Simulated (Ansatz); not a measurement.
**Geometry relaxation, with input and output: WSe2 (part 2 of 2)**

WSe2 (slab, 6 atoms in the cell); DFT LDA, scalar-relativistic, plane waves, PAW, no spin polarisation (Ansatz 0.2.0); cutoff 420 eV, 9×9×1 k-mesh, Gaussian smearing of 0.02 eV. The structure derives from an entry of the Crystallography Open Database.

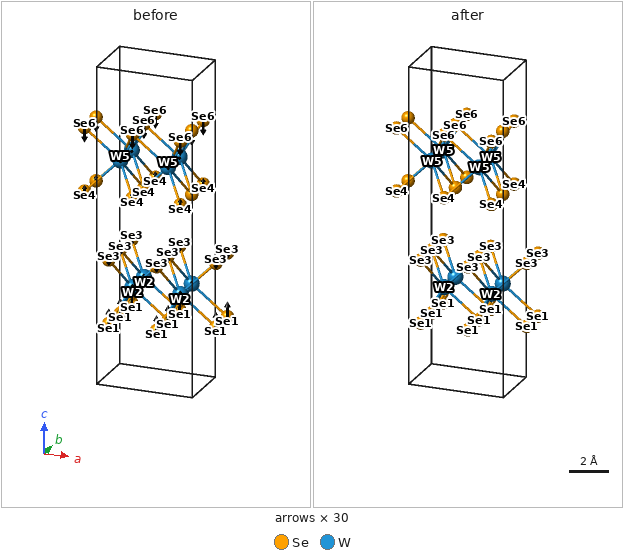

*Before (left) and after (right) the relaxation, at one scale (ball-and-stick view of the 2 × 2 repeat of the cell, with the vacuum cut short, with bonded neighbours outside it, seen slightly off an axis). The black arrows give the displacements (without the part carried along by the change of the cell), magnified 30 times.*

Over 5 geometry steps the energy falls by 9.2 meV per atom. The largest force component goes from 0.58 to 0.0019 eV/Å. The line search rejected the trial step at point 4 (counted from 0) and went back. The largest moves relative to the cell, 0.027 Å, are those of Se1 and Se6. By element the largest moves are Se 0.027 Å, W 0.006 Å. In the plane the drawn cell goes a 6.565 → 6.497 Å (−1.0 %), b 6.565 → 6.497 Å (−1.0 %). Among the contacts that change: Se1–W2 2.536 → 2.507 Å. A last SCF at the same geometry on a re-selected plane-wave basis shifts the energy by +0.1 meV per atom. (Atoms are counted from 1 in the order of the input.)

```
basis re-selected at this cell: Δ(F+E_penalty+E_count) = +6.073e-4 eV, ΔP = +0.001 N/m vs the last step (what re-selecting the basis moved, of the pressure what is left beyond the Pulay correction that the steps carried, after the strain that the cell walked since its last selection, with what the two solves' SCF thresholds leave and, on support functions, any second-order correction that the steps lacked; it is no measure of the basis error at this ecutwfc). This SCF's stress stands 7.04e-3 N/m from its target on what of the cell is left free (relax.cell.stress_2d_tol is 2.00e-2 N/m) and its largest allowed force component is 1.87e-3 eV/Å (relax.f_tol is 5.00e-3 eV/Å): within both
WARN: The output density's exchange-correlation potential varies sharply where the density is thin. Do not read a vacuum level from v_tot or v_xc, or from such a field of the output density. On a cell that repeats whose density bears no net charge and no dipole along the vacuum's axis use v_es (v_loc + v_h of the components); under efield.dipole_correction with no amplitude use v_es + v_field, which holds any external_charges[].barrier, or the levels of the report's work_function block, which leave it out; under a non-zero efield.amplitude the vacuum is tilted and has no level; on a cell that repeats and bears such a dipole with no correction it is tilted too, and efield.dipole_correction with no amplitude gives each side of its ramp a level where efield: is served; in a cell that repeats whose density bears a net charge (total_charge, or a fill off its count) it is curved and has none; of a slab under crystal.periodic whose density bears no net charge use v_es, which has a level on each side, short of where the two are joined; of another it falls or rises all the way out and has none; of a slab beside external_charges read slab_vacuum_level instead, which it has where they leave it neutral. The grid or the basis barely resolves most such structure, and the values can differ between equally converged runs; as a rule a tighter scf.convergence.dr2_threshold does not remove it. Where the density itself ripples (under the LDA too) a higher basis.ecutwfc lessens it. The files hold the spikes' plane waves up to the density's cutoff. Files: v_tot_of_output_density and the like, and their columns of v_z.tsv (output.write_potential); v_xc_of_output_density and the like, and their columns of v_comp_z.tsv (output.write_potential_components). Measured: with its Gaussian average of σ = 0.25 Å subtracted twice, the exchange-correlation potential is over 0.1 eV at 38 of the grid points where the equally averaged density (valence and model cores) is under 1e-3 e/Å³, and 0.177 eV at the most among them, at an averaged density of 1.4e-5 e/Å³. The input density's (outcome.potential() and, of a run that writes arrays, v_tot and v_xc) is over 0.1 eV, so measured, at 38 points of its own thin density, 0.177 eV at the most. See output.write_potential in the manual, Limitations
SCF converged after 8 iterations
Free energy (F): -41796.251015 eV
Harris-Foulkes:  -41796.251015 eV  (|F-HF|=6.33e-10)
Internal energy: -41796.251015 eV  (E = F + TS)
E sigma→0 (E₀):  -41796.251015 eV
Fermi energy:    -4.509031 eV
--- Per-component energies (eV) ---
  E_band       = -3343.924106
  E_kinetic    = 1386.785493
  E_local      = -625466.447405  (includes V_loc(G=0)·N_el)
  E_nonlocal   = -2341.669574
  E_hartree    = 311681.528958
  E_xc         = -948.664973
  E_vxc        = -877.306791  (∫ρ·V_xc dr)
  E_paw        = -23928.269278  (= ΣΔE_a)
  E_vpaw       = 591.658729  (= ΣTr[D̂ρ^β])
  E_aug_tail   = -0.002597  (compensation charges beyond the density's cutoff)
  E_ewald      = 297811.052606
  E_core_change = 9.435755  (= ΣΔE_core)
  E_smearing   = -0.000000  (= −TS)
  E_closure    = -0.000000  (closes the sum)
  Σ components = -41796.251015   (vs F -41796.251015, Δ=0.00e0)
--- Forces (eV/Å), atoms counted from 1 ---
  atom   1  Se    -0.00000000    -0.00000000    -0.00186992
  atom   2  W      0.00000000     0.00000000    -0.00108227
  atom   3  Se    -0.00000000    -0.00000000    -0.00133281
  atom   4  Se     0.00000000     0.00000000     0.00133281
  atom   5  W     -0.00000000    -0.00000000     0.00108227
  atom   6  Se     0.00000000     0.00000000     0.00186992
  max |Σ_I F_I| component: 2.31e-18 eV/Å
--- 2D stress c σ (N/m, compression-positive) ---
        0.007044       0.000000       0.000000
        0.000000       0.007044      -0.000000
        0.000000      -0.000000       0.000000
  P = ½ c Tr σ = 0.0070 N/m
--- Band table (eV; the first three rows and the last of 12) ---
  k-point 0: bands = ["-79.1980", "-79.1980", "-53.0170", "-53.0170", "-53.0169", "-53.0169", "-53.0018", "-53.0018", "-53.0018", "-53.0018", "-52.9900", "-52.9900", "-52.9896", "-52.9896", "-52.9786", "-52.9782", "-52.9697", "-52.9697", "-52.9697", "-52.9697", "-52.9563", "-52.9563", "-43.5108", "-43.5108", "-43.3337", "-43.3337", "-43.3337", "-43.3337", "-20.4615", "-20.3079", "-19.1814", "-18.9359", "-12.0859", "-11.4529", "-8.2706", "-7.7194", "-7.7194", "-7.7100", "-7.7100", "-6.9969", "-6.5415", "-6.5415", "-6.5100", "-6.5100", "-5.9789", "-5.1982", "-2.2716", "-2.2716", "-2.2249", "-2.2249", "-2.0890", "-2.0890", "-1.9830 (-1.9830°)", "-1.9830 (-1.9830°)", "-0.7697", "-0.6394"]
  k-point 1: bands = ["-79.1966", "-79.1966", "-53.0170", "-53.0169", "-53.0164", "-53.0163", "-53.0018", "-53.0018", "-53.0012", "-53.0012", "-52.9902", "-52.9901", "-52.9898", "-52.9896", "-52.9783", "-52.9780", "-52.9700", "-52.9700", "-52.9698", "-52.9698", "-52.9560", "-52.9560", "-43.5040", "-43.5040", "-43.3662", "-43.3662", "-43.3412", "-43.3412", "-20.2663", "-20.1132", "-19.0781", "-18.8441", "-11.8415", "-11.2082", "-8.5084", "-8.2729", "-8.2516", "-7.6172", "-7.5312", "-7.5145", "-6.8597", "-6.8217", "-6.6095", "-6.3588", "-5.9752", "-5.4260", "-2.7979", "-2.6718", "-2.6131", "-2.4908", "-2.3802", "-2.2215", "-1.9451", "-1.8797", "-0.2888", "-0.2652"]
  k-point 2: bands = ["-79.1928", "-79.1928", "-53.0170", "-53.0170", "-53.0149", "-53.0148", "-53.0018", "-53.0018", "-52.9996", "-52.9996", "-52.9908", "-52.9904", "-52.9903", "-52.9898", "-52.9775", "-52.9772", "-52.9706", "-52.9706", "-52.9700", "-52.9700", "-52.9553", "-52.9553", "-43.4869", "-43.4868", "-43.4476", "-43.4476", "-43.3601", "-43.3600", "-19.7255", "-19.5771", "-18.7932", "-18.5937", "-11.2241", "-10.6197", "-9.4529", "-9.3684", "-9.1037", "-8.6350", "-7.4990", "-7.4510", "-7.0692", "-7.0481", "-7.0079", "-6.6716", "-6.2478", "-6.1471", "-3.5414", "-3.1114", "-2.8214", "-2.6702", "-2.6612", "-2.2398", "-1.4187", "-1.2578", "0.3749", "0.4026"]
  k-point 11: bands = ["-79.1838", "-79.1838", "-53.0146", "-53.0146", "-53.0137", "-53.0136", "-52.9993", "-52.9993", "-52.9985", "-52.9985", "-52.9919", "-52.9913", "-52.9909", "-52.9909", "-52.9757", "-52.9757", "-52.9716", "-52.9716", "-52.9710", "-52.9710", "-52.9535", "-52.9535", "-43.5385", "-43.5385", "-43.5073", "-43.5073", "-43.4454", "-43.4454", "-17.9197", "-17.9197", "-17.8531", "-17.8531", "-11.0038", "-10.8846", "-10.7835", "-10.7835", "-9.9289", "-9.7631", "-9.2331", "-9.2331", "-8.6818", "-8.6818", "-7.7073", "-7.7073", "-5.4531", "-5.2989", "-3.6171", "-3.6171", "-2.9288", "-2.2310", "-1.7468", "-1.7468", "-0.2898", "-0.2898", "0.8071", "0.8071"]
  ° read free of the cell's end (the report's vacuum.weakly_bound_levels)
--- Relaxed structure (6 steps of the walk, 5 accepted, 1 SCFs on fresh bases) ---
  F+E_penalty+E_count = -41796.25101529 eV   max|allowed force component| = 1.870e-3 eV/Å   (the final SCF, on the basis selected at the relaxed cell)
  cell:  # Å, volume = 416.0956 Å³
    - [3.248636489677062, -2.8571708660736646e-11, -5.844678257990501e-130]
    - [-1.6243182448137872, 2.813401727735725, 2.5768888946203153e-129]
    - [-8.106732417470069e-129, 3.6591079489386113e-128, 45.5260804632]
  atoms:
    - { symbol: Se, position: [0.3333333333333333, 0.6666666666666666, 0.3932431838527848] }
    - { symbol: W, position: [0.6666666666666665, 0.33333333333333326, 0.42979225361615603] }
    - { symbol: Se, position: [0.3333333333333333, 0.6666666666666666, 0.46642224088954165] }
    - { symbol: Se, position: [0.6666666666666665, 0.33333333333333326, 0.5335777591104585] }
    - { symbol: W, position: [0.3333333333333333, 0.6666666666666666, 0.570207746383844] }
    - { symbol: Se, position: [0.6666666666666665, 0.33333333333333326, 0.6067568161472153] }
```

Trajectory as extended XYZ (Å, eV, eV/Å), 7 frames, from step=1 to step=7:
```
6
Lattice="3.2823 0.0000 0.0000 -1.6411 2.8425 0.0000 0.0000 0.0000 45.5261" Properties=species:S:1:pos:R:3:forces:R:3 step=1 energy=-41796.19665
Se    0.0000    1.8950   17.8759    0.0000   0.0000   0.5840
W     1.6411    0.9475   19.5609    0.0000   0.0000  -0.0692
Se    0.0000    1.8950   21.2453    0.0000   0.0000  -0.5175
Se    1.6411    0.9475   24.2808    0.0000   0.0000   0.5175
W     0.0000    1.8950   25.9652    0.0000   0.0000   0.0692
Se    1.6411    0.9475   27.6502    0.0000   0.0000  -0.5840
6
Lattice="3.2299 0.0000 0.0000 -1.6150 2.7972 0.0000 0.0000 0.0000 45.5261" Properties=species:S:1:pos:R:3:forces:R:3 step=2 energy=-41796.20042
Se    0.0000    1.8648   17.9143    0.0000   0.0000  -0.7047
W     1.6150    0.9324   19.5487    0.0000   0.0000   0.0985
Se    0.0000    1.8648   21.1917    0.0000   0.0000   0.6285
Se    1.6150    0.9324   24.3344    0.0000   0.0000  -0.6285
W     0.0000    1.8648   25.9774    0.0000   0.0000  -0.0985
Se    1.6150    0.9324   27.6118    0.0000   0.0000   0.7047
6
Lattice="3.2415 0.0000 0.0000 -1.6207 2.8072 0.0000 0.0000 0.0000 45.5261" Properties=species:S:1:pos:R:3:forces:R:3 step=3 energy=-41796.24925
Se    0.0000    1.8715   17.9145    0.0000   0.0000   0.0841
W     1.6207    0.9357   19.5860    0.0000   0.0000  -0.0170
Se    0.0000    1.8715   21.2607    0.0000   0.0000  -0.0993
Se    1.6207    0.9357   24.2654    0.0000   0.0000   0.0993
W     0.0000    1.8715   25.9401    0.0000   0.0000   0.0170
Se    1.6207    0.9357   27.6116    0.0000   0.0000  -0.0841
6
Lattice="3.2476 0.0000 0.0000 -1.6238 2.8125 0.0000 0.0000 0.0000 45.5261" Properties=species:S:1:pos:R:3:forces:R:3 step=4 energy=-41796.25116
Se    0.0000    1.8750   17.9177    0.0000   0.0000   0.0115
W     1.6238    0.9375   19.5827    0.0000   0.0000  -0.0056
Se    0.0000    1.8750   21.2516    0.0000   0.0000  -0.0282
Se    1.6238    0.9375   24.2745    0.0000   0.0000   0.0282
W     0.0000    1.8750   25.9433    0.0000   0.0000   0.0056
Se    1.6238    0.9375   27.6084    0.0000   0.0000  -0.0115
6
Lattice="3.2481 0.0000 0.0000 -1.6240 2.8129 0.0000 0.0000 0.0000 45.5261" Properties=species:S:1:pos:R:3:forces:R:3 step=5 energy=-41796.25068 accepted=F
Se    0.0000    1.8753   17.8643    0.0000   0.0000   0.0380
W     1.6240    0.9376   19.5306    0.0000   0.0000   0.0048
Se    0.0000    1.8753   21.2004    0.0000   0.0000  -0.0166
Se    1.6240    0.9376   24.3257    0.0000   0.0000   0.0166
W     0.0000    1.8753   25.9955    0.0000   0.0000  -0.0048
Se    1.6240    0.9376   27.6618    0.0000   0.0000  -0.0380
6
Lattice="3.2486 0.0000 0.0000 -1.6243 2.8134 0.0000 0.0000 0.0000 45.5261" Properties=species:S:1:pos:R:3:forces:R:3 step=6 energy=-41796.25162
Se    0.0000    1.8756   17.9028    0.0000   0.0000  -0.0018
W     1.6243    0.9378   19.5668    0.0000   0.0000  -0.0011
Se    0.0000    1.8756   21.2344    0.0000   0.0000  -0.0014
Se    1.6243    0.9378   24.2917    0.0000   0.0000   0.0014
W     0.0000    1.8756   25.9593    0.0000   0.0000   0.0011
Se    1.6243    0.9378   27.6233    0.0000   0.0000   0.0018
6
Lattice="3.2486 0.0000 0.0000 -1.6243 2.8134 0.0000 0.0000 0.0000 45.5261" Properties=species:S:1:pos:R:3:forces:R:3 step=7 energy=-41796.25102
Se    0.0000    1.8756   17.9028    0.0000   0.0000  -0.0019
W     1.6243    0.9378   19.5668    0.0000   0.0000  -0.0011
Se    0.0000    1.8756   21.2344    0.0000   0.0000  -0.0013
Se    1.6243    0.9378   24.2917    0.0000   0.0000   0.0013
W     0.0000    1.8756   25.9593    0.0000   0.0000   0.0011
Se    1.6243    0.9378   27.6233    0.0000   0.0000   0.0019
```

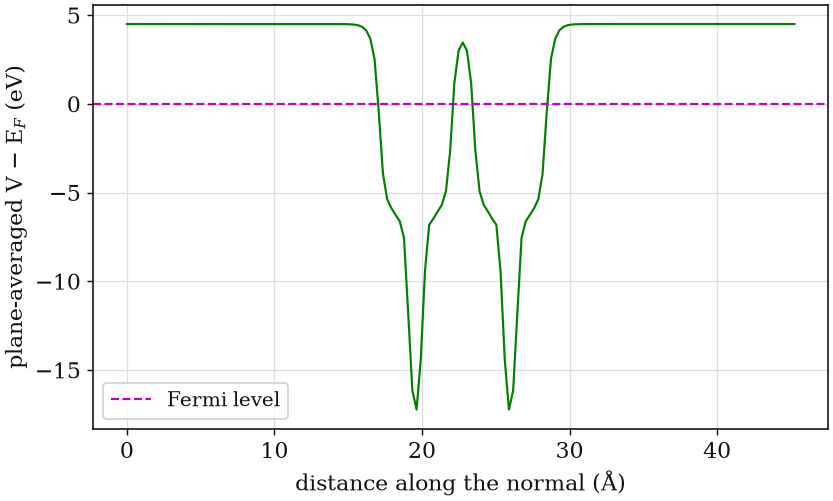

*Plane average of the electrostatic potential energy of an electron across the cell, from the Fermi level.*

The vacuum level lies 4.51 eV above the Fermi level.

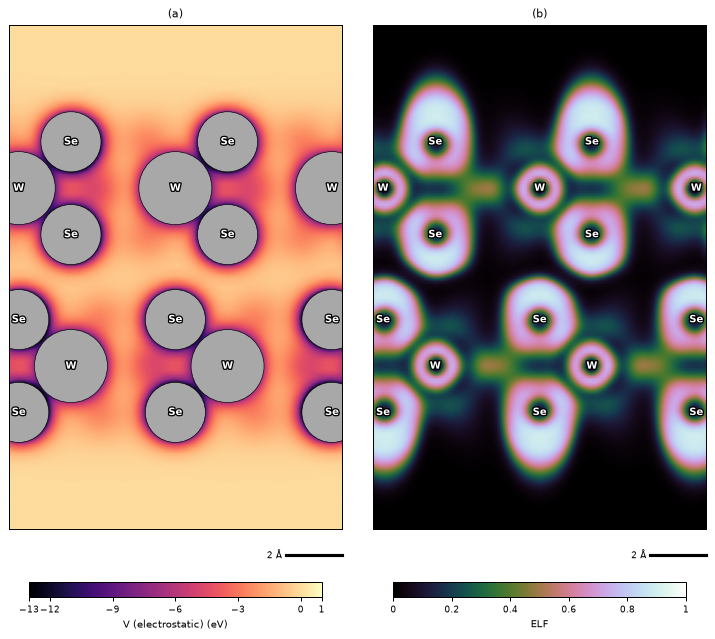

*(a) electrostatic potential (local pseudopotential plus Hartree) felt by an electron; (b) electron localisation function on the (110) plane of the calculation cell, a cut from vacuum to vacuum. Grey discs, where drawn, cover atomic cores.*

Atoms in the plane: Se and W. W–Se (2.51 Å): the ELF is about 0.50 at the midpoint. The strong features right at W lie inside the PAW spheres (semicore, d or f shells) and say nothing about bonding. Core electrons are frozen (PAW), so the fields are smoothed inside the atomic spheres.

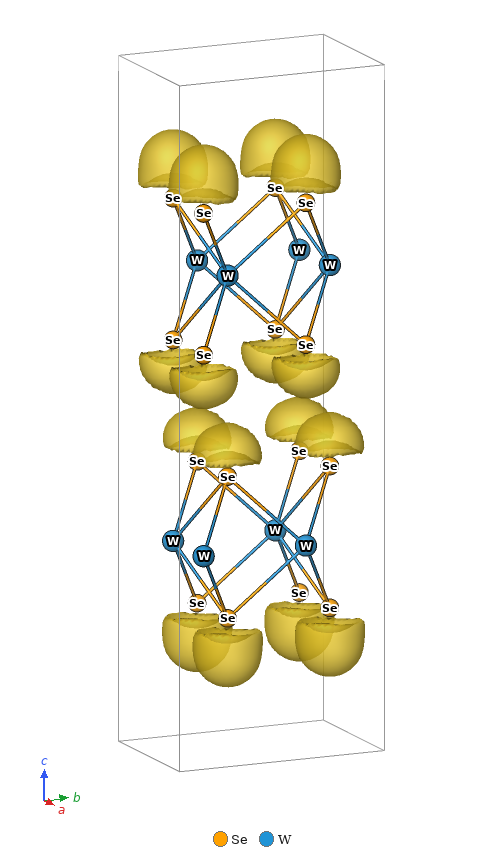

*Isosurface of the electron localisation function at 0.8 (yellow), seen slightly off an axis. Only the valence region is drawn (cores and ρ < 0.01 e/Å³ removed). Sticks mark near contacts.*

Counts are for one cell; the picture repeats the cell along the surface. Along the contacts the grid gives the following. W–Se (2.51 Å): the ELF is about 0.50 at the midpoint.

This output came from the following input.

Input file:
```yaml
crystal:
  lattice:
    - [3.2822755081, 0.0, 0.0]
    - [-1.641137754, 2.8425339722, 0.0]
    - [0.0, 0.0, 45.5260804632]
  atoms:
    - { symbol: Se, position: [0.3333333333, 0.6666666667, 0.3926514613] }
    - { symbol: W, position: [0.6666666667, 0.3333333333, 0.429663918] }
    - { symbol: Se, position: [0.3333333333, 0.6666666667, 0.4666611099] }
    - { symbol: Se, position: [0.6666666667, 0.3333333333, 0.5333388901] }
    - { symbol: W, position: [0.3333333333, 0.6666666667, 0.570336082] }
    - { symbol: Se, position: [0.6666666667, 0.3333333333, 0.6073485387] }
  periodic: [true, true, false]
basis:
  ecutwfc: 420
kpoints:
  mp_grid: { grid: [9, 9, 1] }
hamiltonian:
  xc: lda
scf:
  occupations: { method: gaussian, width: 0.02 }
output:
  forces: true
  stress: true
  eigenvalues: true
  write_density: true
  write_potential: true
  elf: true
  volumetric_format: npy
relax:
  adjacent_minimum: "off"
  f_tol: 0.005
  max_steps: 50
  cell: { stress_2d_tol: 0.02 }
```

Launch command:
```bash
ansatz run input.yaml --threads 2 --pin off --max-ram 5120MiB --backend cpu --events-out ev --progress --plain --runs-dir out
```

Summary:

| quantity | value |
| --- | --- |
| outcome | converged |
| electrons treated | 92 |
| free energy | −41796.2510 eV |
| work function, top face | 4.51 eV |
| work function, bottom face | 4.51 eV |
| Fermi energy | −4.509 eV |
| gap on the k-point mesh | 1.38 eV |
| final volume | 416.10 Å³ |
| work function (upper face) | 4.51 eV |
| largest force (length of the vector) at the end | 0.002 eV/Å |
| hardware | 2 threads of Intel Xeon @ 2.50GHz (Skylake/Cascade Lake), 192 GiB of memory available, shared host |
| wall time | 74 s (CPU time 2.4 min) |
| peak memory | 0.83 GiB |

Remarks:

The program warns: the exchange-correlation potential is rough where the density is thin. Spin–orbit coupling is left out, which matters for W.
